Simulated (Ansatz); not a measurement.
Single-point calculation of Sr3Ti2O7

System: Sr3Ti2O7 (I4/mmm, 12 atoms in the cell).
Method: DFT r2SCAN, scalar-relativistic, plane waves, PAW, no spin polarisation (Ansatz 0.2.0).

The structure derives from an entry of the Crystallography Open Database.

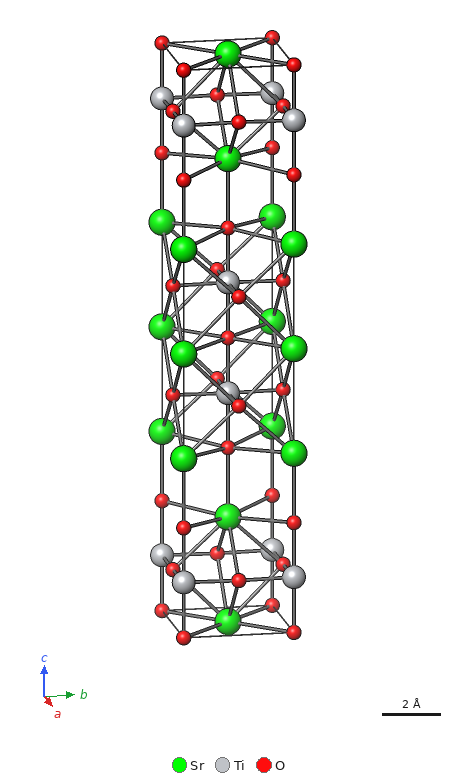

Fig. 1: The structure as given in the input (ball-and-stick view of the cell 2 times as large as that of the calculation, set on its symmetry axes, seen slightly off an axis). An atom can appear more than once, as a periodic image.

Input file
```yaml
crystal:
  lattice:
    - [-1.951043104, 1.951043104, 10.1722514497]
    - [1.951043104, -1.951043104, 10.1722514497]
    - [1.951043104, 1.951043104, -10.1722514497]
  atoms:
    - { symbol: Sr, position: [0.5, 0.5, 0.0] }
    - { symbol: Sr, position: [0.3156853778, 0.3156853778, 0.0] }
    - { symbol: Sr, position: [0.6843146222, 0.6843146222, 0.0] }
    - { symbol: Ti, position: [0.0975539286, 0.0975539286, 0.0] }
    - { symbol: Ti, position: [0.9024460714, 0.9024460714, 0.0] }
    - { symbol: O, position: [0.0, 0.0, 0.0] }
    - { symbol: O, position: [0.19355019, 0.19355019, 0.0] }
    - { symbol: O, position: [0.80644981, 0.80644981, 0.0] }
    - { symbol: O, position: [0.5961302219, 0.0961302219, 0.5] }
    - { symbol: O, position: [0.0961302219, 0.5961302219, 0.5] }
    - { symbol: O, position: [0.4038697781, 0.9038697781, 0.5] }
    - { symbol: O, position: [0.9038697781, 0.4038697781, 0.5] }
basis:
  ecutwfc: 500
kpoints:
  mp_grid: { grid: [10, 10, 10] }
hamiltonian:
  xc: r2scan
scf:
  occupations: { method: gaussian, width: 0.02 }
output:
  forces: false
  stress: false
  eigenvalues: true
  eigenstates:
    kpoints:
      - [0.0, 0.0, 0.5]
      - [-0.006210363, 0.006210363, 0.506210363]
      - [0.006210363, -0.006210363, 0.493789637]
      - [0.006210363, -0.006210363, 0.506210363]
      - [-0.006210363, 0.006210363, 0.493789637]
      - [0.032379282, 0.032379282, 0.467620718]
      - [-0.032379282, -0.032379282, 0.532379282]
      - [0.0, 0.0, 0.50878278]
      - [0.0, 0.0, 0.49121722]
      - [0.01850422, 0.027287, 0.48149578]
      - [-0.01850422, -0.027287, 0.51850422]
      - [0.027287, 0.01850422, 0.48149578]
      - [-0.027287, -0.01850422, 0.51850422]
      - [0.018694187, 0.018694187, 0.488476922]
      - [-0.018694187, -0.018694187, 0.511523078]
      - [0.0, 0.0, 0.0]
      - [-0.006210363, 0.006210363, 0.006210363]
      - [0.006210363, -0.006210363, -0.006210363]
      - [0.006210363, -0.006210363, 0.006210363]
      - [-0.006210363, 0.006210363, -0.006210363]
      - [0.032379282, 0.032379282, -0.032379282]
      - [-0.032379282, -0.032379282, 0.032379282]
      - [0.0, 0.0, 0.00878278]
      - [0.0, 0.0, -0.00878278]
      - [0.01850422, 0.027287, -0.01850422]
      - [-0.01850422, -0.027287, 0.01850422]
      - [0.027287, 0.01850422, -0.01850422]
      - [-0.027287, -0.01850422, 0.01850422]
      - [0.018694187, 0.018694187, -0.011523078]
      - [-0.018694187, -0.018694187, 0.011523078]
    e_range: [-3.84602, 3.84602]
checkpoint:
  read: start.run
  write: ck
  compress: false
  write_wavefunctions: false
  write_every: 100000
```

Run on 2 threads of Intel Xeon @ 2.50GHz (Skylake/Cascade Lake), 189 GiB of memory available, shared host.

Launched with:
```bash
ansatz run input.yaml --threads 2 --pin off --max-ram 5120MiB --backend cpu --events-out ev --progress --plain --runs-dir out
```

Log
```
basis.fft_grid_basis auto: the FFT boxes are laid along the combinations [[1, 0, 1], [0, 1, 1], [0, 0, 1]] of the cell's own vectors, 3.902, 3.902 and 10.540 Å long. The dense box has 30×30×80 points. Along the cell's own vectors, as sized, it would have 80×80×80, 7.11 times as many. Of the 16 symmetry operations that the crystal satisfies within crystal.symmetry.tolerance (time reversal apart; of a slab, those that keep its plane) the dense box along the cell's own vectors carries 16, and the one as laid loses 12 of those. basis.fft_grid_basis: typed keeps the cell's own vectors: state it where this run's energies or levels are differenced outside the engine with another run's, or held beside a run that keeps those vectors.
Engine: ansatz 0.2.0, x86_64-unknown-linux-gnu
Pseudopotentials: kind: paw
Pseudopotential: Sr, paw, valence charge 10, recommended cutoff 500 eV (meta_gga), Sr.paw.azcp
Pseudopotential: Ti, paw, valence charge 12, recommended cutoff 500 eV (meta_gga), Ti.paw.azcp
Pseudopotential: O, paw, valence charge 6, recommended cutoff 500 eV (meta_gga), O.paw.azcp
Functional definition: r2SCAN
  parameter k0 = 0.174
  parameter k1 = 0.065
  parameter a1 = 4.9479
  exchange = r2scan_x(k0 = k0, k1 = k1, a1 = a1)
  correlation = r2scan_c
Crystal: 12 atoms, lattice volume = 154.886 Å³
Basis set: ecut = 500 eV, 3909 PW (Γ), FFT grids on a1+a3, a2+a3, a3, exchange–correlation on 120×120×320 points (64 copies of the dense FFT grid, shifted against one another)
Bands: 60, of which v1, the nominal top of the filled ones, is band 48 counted from 1 (47 counted from 0)
Symmetry: 16 space group operations
Space group: I4/mmm (ITA 139), of the structure as read, at distance tolerance 5.4e-5 Å
k-points: 102 of 1000
Non-local potential: Sr, projectors of the file, l = 0: 3, l = 1: 2, l = 2: 2
Non-local potential: Ti, projectors of the file, l = 0: 3, l = 1: 2, l = 2: 3, l = 3: 1
Non-local potential: O, projectors of the file, l = 0: 2, l = 1: 2, l = 2: 1
PAW form: soft (Blöchl's): semilocal exchange-correlation on the pseudo side does not see the compensation charge
PAW frozen core: Sr, regenerated for the run's functional (the file was generated under x = pbe(κ = 0.804, μ = 0.2195149727645171), c = pbe(β = 0.06672455060314922))
PAW frozen core: Ti, regenerated for the run's functional (the file was generated under x = pbe(κ = 0.804, μ = 0.2195149727645171), c = pbe(β = 0.06672455060314922))
PAW frozen core: O, regenerated for the run's functional (the file was generated under x = pbe(κ = 0.804, μ = 0.2195149727645171), c = pbe(β = 0.06672455060314922))
PAW one-centre angular grid: Sr, 302 points (default); XC on 160 Gauss nodes
PAW one-centre angular grid: Ti, 590 points (default); XC on 160 Gauss nodes
PAW one-centre angular grid: O, 302 points (default); XC on 160 Gauss nodes
Initial density: read from a saved state, or passed on in memory by an earlier SCF of this step, an earlier step, the calling program or the single point that the run made first
Stability of the state it starts from, as read at its close in the unpolarized treatment: not read negative (Ritz values of 1 − χ₀K, real part plus size of imaginary part, from 1.0 to 1.1, by its mixing steps under the symmetry group of the SCF that read it)
Initial wavefunctions: pseudopotential atomic-orbital guess
Functional: x = r2scan, c = r2scan; τ floored in thin density (d = 2e-4 eV/Å³)
iter 1 solved again at ethr=6.46e-7 eV; its pass at ethr=3.10e-3 eV (dr2=6.21e-4 eV) is discarded
SCF iter   1: F=—  HF=-19676.757741 eV  |F-HF|=—  |Δ(HF+E_count)|=         —  Δρ=8.31e-6  dr2=1.08e-7  dr2_τ=7.93e-9  ethr=6.46e-7  ⟨swp⟩=4.0  Hψ=46617  notcnv=0
eigensolver tolerance schedule: the retry pair's looser diagonalisation over-reported the residual by 5750.90 of it (diagonalisation noise at an unbounded share of the residual, at the tolerance the schedule requests for it); recorded, not acted on — ethr = c·dr2/N_el stays at c = 1.0e-1
preconditioner: auto → Resta (q_TF=auto, 2.519 Å⁻¹)  ε∞=4.6  [insulator: Δε(μ)=2.346 eV  Ē_g=13.456 eV  σ=0.020 eV  W_gap=1.00  n_scr=44 (ndim 8)  ℏωp=25.7 eV  f_vac=0.018  D(μ)=0.00/eV (n_scr^D=0)  ε∞_Penn≈4.6]
SCF iter   2: F=—  HF=-19676.757651 eV  |F-HF|=—  |Δ(HF+E_count)|=   8.99e-5  Δρ=4.99e-6  dr2=2.59e-8  dr2_τ=9.84e-9  ethr=1.04e-10  ⟨swp⟩=3.9  Hψ=26487  notcnv=0
SCF iter   3: F=-19676.757651 eV  HF=-19676.757651 eV  |F-HF|=4.00e-11  |Δ(HF+E_count)|=   4.51e-9  Δρ=1.46e-6  dr2=1.98e-9  dr2_τ=3.50e-10  ethr=2.70e-11  ⟨swp⟩=1.0  Hψ=15232  notcnv=0
SCF 1 converged in 3 iterations: F = -19676.757651 eV  dr2 = 1.98e-9
  greatest PAW one-centre occupation: 1.000 electrons in one spin orbital (limit 2), on the Ti atom at site 4 (counted from 0), in its partial waves of l = 1
NSCF: frozen V_eff on 30 k-points
SCF converged after 3 iterations
Free energy (F): -19676.757651 eV
Harris-Foulkes:  -19676.757651 eV  (|F-HF|=4.00e-11)
Internal energy: -19676.757651 eV  (E = F + TS)
E sigma→0 (E₀):  -19676.757651 eV
Fermi energy:    10.203311 eV
--- Per-component energies (eV) ---
  E_band       = -576.176623
  E_kinetic    = 2528.268429
  E_local      = -6439.100098  (includes V_loc(G=0)·N_el)
  E_nonlocal   = 937.796037
  E_hartree    = 2295.572356
  E_xc         = -1202.566734
  E_vxc        = -1555.556614  (∫ρ·V_xc dr)
  E_paw        = -11374.048059  (= ΣΔE_a)
  E_vpaw       = -733.460291  (= ΣTr[D̂ρ^β])
  E_aug_tail   = 0.007789  (compensation charges beyond the density's cutoff)
  E_vtau       = 94.725811  (kinetic-family band-sum trace: ∫τ·v_τ [+ j·A + Jᵃ·Aᵃ] dr)
  E_ewald      = -6421.518760
  E_core_change = -1.168610  (= ΣΔE_core)
  E_smearing   = -0.000000  (= −TS)
  E_closure    = 0.000000  (closes the sum)
  Σ components = -19676.757651   (vs F -19676.757651, Δ=0.00e0)
--- Band table (eV; the first three rows and the last of 102) ---
  k-point 0: bands = ["-49.4882", "-49.4877", "-24.7356", "-24.7026", "-24.7026", "-24.7014", "-24.7014", "-24.6695", "-24.5971", "-24.5011", "-24.5006", "-9.5620", "-9.3942", "-8.4762", "-8.4593", "-8.1862", "-7.7323", "-7.7306", "-6.0148", "-6.0148", "-5.9429", "-5.9429", "-5.8775", "-5.8775", "-5.8469", "-5.5923", "-5.4484", "5.5622", "6.1575", "6.1575", "6.1685", "6.1685", "6.4451", "6.5183", "7.1454", "7.1463", "7.3356", "7.3356", "7.4825", "7.6329", "7.6329", "7.9896", "7.9896", "8.3837", "8.3837", "8.7260", "8.7260", "8.7540", "11.3763", "11.4469", "11.9072", "11.9072", "12.9246", "12.9246", "13.7965", "13.7966", "14.1797", "14.4241", "14.7345", "15.4517"]
  k-point 1: bands = ["-49.4879", "-49.4874", "-24.7266", "-24.7250", "-24.7176", "-24.7101", "-24.7088", "-24.6596", "-24.5748", "-24.5059", "-24.5000", "-9.4700", "-9.3276", "-8.4726", "-8.4429", "-8.2212", "-7.8002", "-7.7925", "-6.0216", "-5.9465", "-5.9323", "-5.8923", "-5.8626", "-5.8482", "-5.8247", "-5.5668", "-5.4521", "5.5445", "5.8453", "5.9865", "6.1166", "6.1478", "6.2889", "6.4066", "6.6513", "6.8207", "7.0915", "7.4281", "7.5237", "7.8303", "7.8441", "7.8656", "7.9790", "7.9819", "8.2427", "8.3558", "8.5136", "8.7585", "11.7636", "11.8197", "12.0038", "12.0557", "12.9334", "12.9639", "14.2690", "14.2847", "14.3840", "14.7402", "15.0882", "15.7829"]
  k-point 2: bands = ["-49.4872", "-49.4867", "-24.7613", "-24.7444", "-24.7296", "-24.7283", "-24.6992", "-24.6455", "-24.5457", "-24.5172", "-24.5007", "-9.2180", "-9.1534", "-8.4623", "-8.4000", "-8.2409", "-7.9019", "-7.8686", "-6.0380", "-5.9875", "-5.9419", "-5.8468", "-5.8413", "-5.8397", "-5.6948", "-5.5208", "-5.4260", "5.3176", "5.4389", "5.6699", "5.8177", "5.8370", "5.9163", "6.1759", "6.2055", "6.4462", "6.6553", "6.6562", "6.9649", "7.6337", "7.7728", "7.8595", "7.9797", "8.1543", "8.2059", "8.2084", "8.4688", "8.6504", "12.3656", "12.4496", "12.4816", "12.5541", "13.0433", "13.1254", "14.7810", "15.2839", "15.4001", "15.5011", "15.7091", "16.2769"]
  k-point 101: bands = ["-49.4882", "-49.4877", "-24.7265", "-24.7026", "-24.7026", "-24.7014", "-24.7014", "-24.6889", "-24.5746", "-24.5299", "-24.4840", "-9.5279", "-9.4449", "-8.4763", "-8.4593", "-8.0011", "-7.9839", "-7.6463", "-6.0219", "-6.0219", "-5.9218", "-5.9218", "-5.9116", "-5.8915", "-5.8915", "-5.5102", "-5.4649", "5.4532", "6.1368", "6.1368", "6.1823", "6.1823", "6.2949", "6.6645", "7.1277", "7.3553", "7.3553", "7.5048", "7.6338", "7.7979", "7.7979", "7.8243", "7.8243", "8.3054", "8.3611", "8.3611", "8.7010", "8.7010", "11.3798", "11.4432", "12.1042", "12.1042", "12.7525", "12.7525", "13.7826", "13.8026", "14.2060", "14.5901", "14.6885", "15.4961"]
```

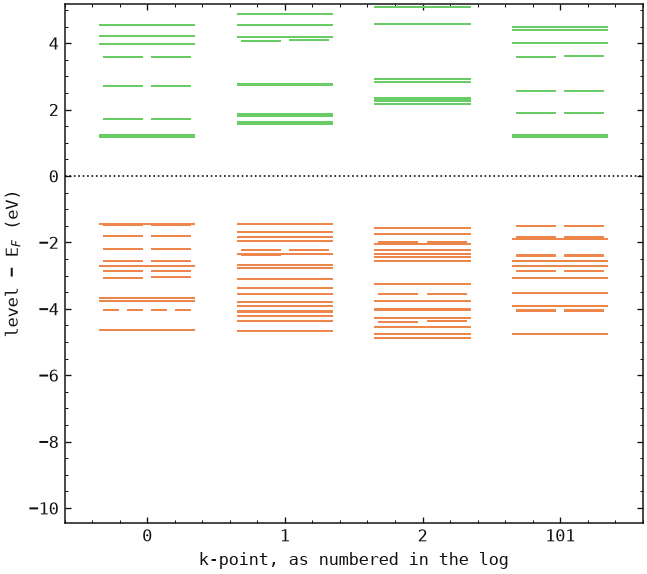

Fig. 2: Kohn–Sham levels near the Fermi level (dotted) at the few k-points that the log prints; levels within 0.02 eV of each other stand side by side. Among these points the highest filled and lowest empty levels are 2.62 eV apart; the gap on the full mesh, 2.35 eV, has an edge at a point that isn't printed.

Key numbers

```csv
quantity,value
outcome,converged
space group (tolerance 0.01 Å),I4/mmm (139)
electrons treated,96
free energy,−19676.7577 eV
Fermi energy,10.203 eV
gap on the k-point mesh,2.35 eV
wall time,1.8 min (CPU time 3.5 min)
peak memory,1.2 GiB
```
